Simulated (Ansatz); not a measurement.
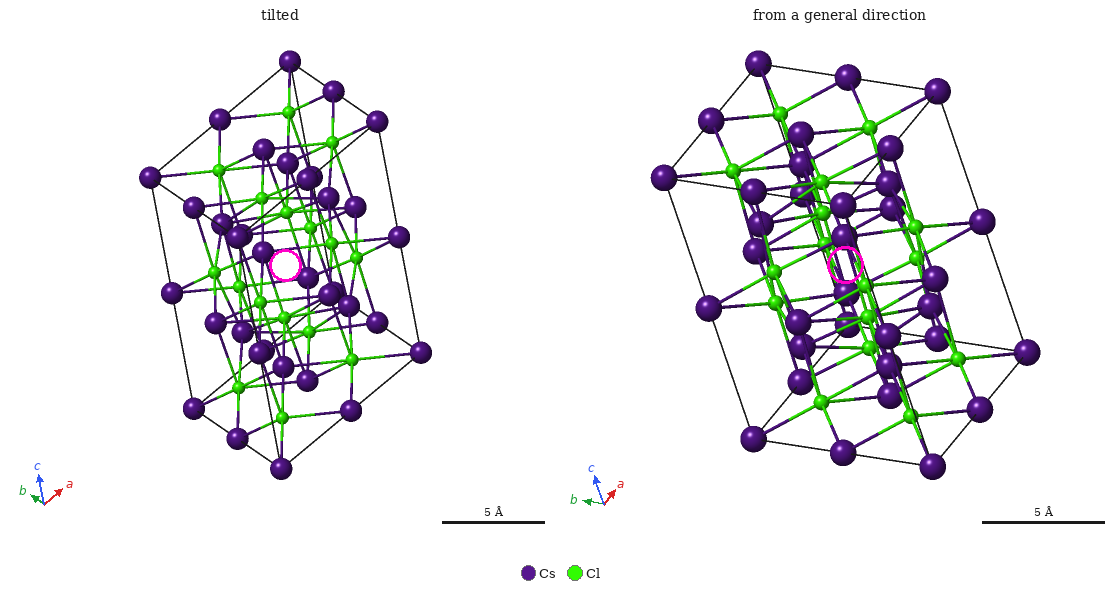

The crystal in a ball-and-stick representation, seen slightly off an axis and from a general direction. One supercell is framed, with atoms on its boundary repeated. The host is CsCl, in a cell of 32 sites, and the cell carries a charge of -1. A ring marks the defect's site.

Identify the point defect.

Answer. A caesium vacancy. Around the empty site lie eight Cl and six Cs at about 3.8 to 3.9 Å.

Method used: DFT PBE, scalar-relativistic, plane waves, PAW (Ansatz 0.2.0). It ran with a kinetic-energy cutoff of 420 eV, the zone sampled with 2×2×2 points, Gaussian smearing of 0.01 eV, collinear spins.

Is the defect spin-polarised?

Answer. No net moment.

The atoms were relaxed in the host's cell with Ansatz 0.2.0, DFT PBE, scalar-relativistic, plane waves, PAW.
